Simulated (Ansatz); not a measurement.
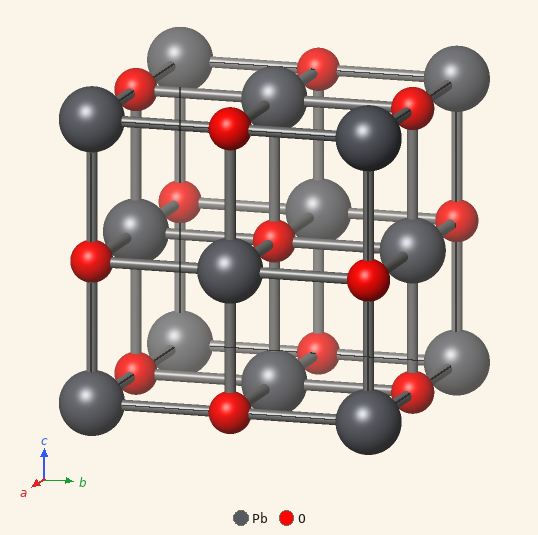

View slightly off an axis, drawn as a ball-and-stick model. The conventional unit cell is drawn as a box.

The cell is given by a = 5.264 Å, b = 5.264 Å, c = 5.264 Å, α = 90.00°, β = 90.00°, γ = 90.00°.

Bonds shown: O–Pb up to 2.76 Å (cut-off distances).

**Work out the formula from the picture.**

PbO. The cell holds 4 Pb, 4 O, counting shared atoms by their share.

**State the lattice type.**

Face-centred cubic.

**Structure type?**

Rock salt (NaCl type).

It goes back to a textbook structure type filled with these elements (whether it is the usual form wasn't checked). This is the structure after a relaxation with Ansatz, DFT PBE, scalar-relativistic, plane waves, PAW.
